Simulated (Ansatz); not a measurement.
```cif
data_structure
_symmetry_space_group_name_H-M 'P 1'
_symmetry_Int_Tables_number 1
_cell_length_a 3.8247
_cell_length_b 3.8247
_cell_length_c 32.3760
_cell_angle_alpha 90.000
_cell_angle_beta 90.000
_cell_angle_gamma 120.000
_cell_volume 410.15
loop_
_atom_site_label
_atom_site_type_symbol
_atom_site_fract_x
_atom_site_fract_y
_atom_site_fract_z
_atom_site_occupancy
Se1 Se 0.66667 0.33333 0.45056 1
Sn1 Sn 0.00000 0.00000 0.50000 1
Se2 Se 0.33333 0.66667 0.54944 1
```

These are results of DFT r2SCAN, scalar-relativistic, plane waves, PAW in Ansatz 0.2.0, not measurements.

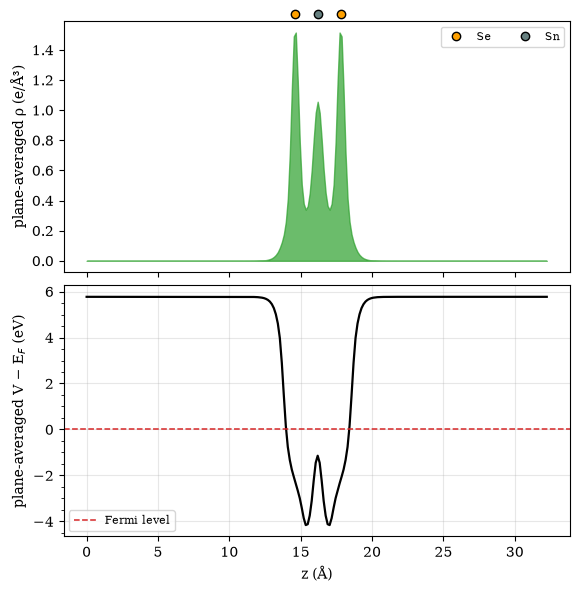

SnSe₂ (slab). Plane average of the electrostatic potential (local pseudopotential plus Hartree) felt by an electron and of the valence charge density (pseudo) across the slab. Circles mark the heights of the atoms.

The density is the valence pseudo-density of a PAW calculation; it isn't the true density close to the nuclei.

How far above the Fermi level of the calculation is the vacuum level?

Answer. 5.8 eV. The slab has a gap, so the Fermi level lies inside it and this isn't a work function in the metallic sense.

How thick is the slab, and how wide the vacuum?

Answer. The outermost nuclei are 3.2 Å apart, in 3 atomic planes; the vacuum between periodic images is 29.2 Å wide.
